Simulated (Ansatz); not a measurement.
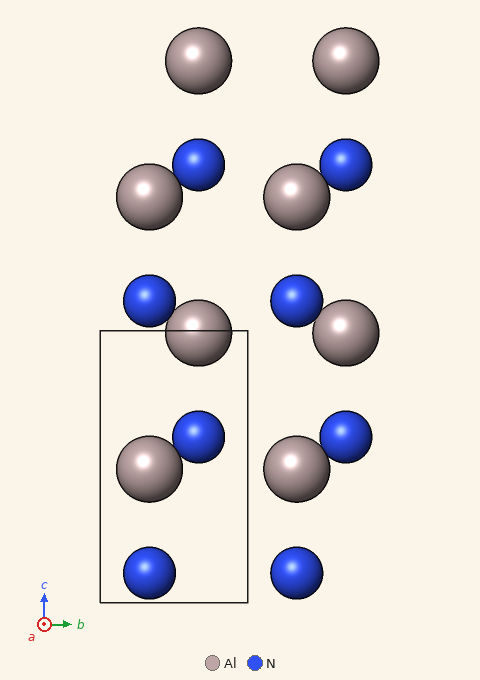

The picture looks along a close-packed row of the hexagonal mesh; c points upwards. Every atom sits on one of the three columns of the mesh; call them A, B, C in the order in which they first turn up. The sequence starts with the first layer at or above the cell's origin.

AlN (space group P6_3mc, No. 186). Coordinates: coordinates from a relaxation with Ansatz, DFT, PBEsol, plane waves, PAW.

List the layers of one repeat.

Answer. N(A) – Al(A) – N(B) – Al(B) (four layers in 4.98 Å).

How are the N layers alone stacked?

Answer. N layers alone: AB, the hexagonal close-packed type.

Which positions between or in the N layers do the other atoms fill?

Answer. Al: two tetrahedral sites, counted in one hexagonal cell.

What short polytype symbol fits?

Answer. Polytype symbol 2H, the symbol of a tetrahedral polytype (number of double layers in the repeat and lattice).

Heights of the layers:

| layer | atoms (column) | height (Å) | to next (Å) |
| --- | --- | --- | --- |
| 1 | N(A) | 0.54 | 1.90 |
| 2 | Al(A) | 2.45 | 0.59 |
| 3 | N(B) | 3.04 | 1.90 |
| 4 | Al(B) | 4.94 | 0.59 |
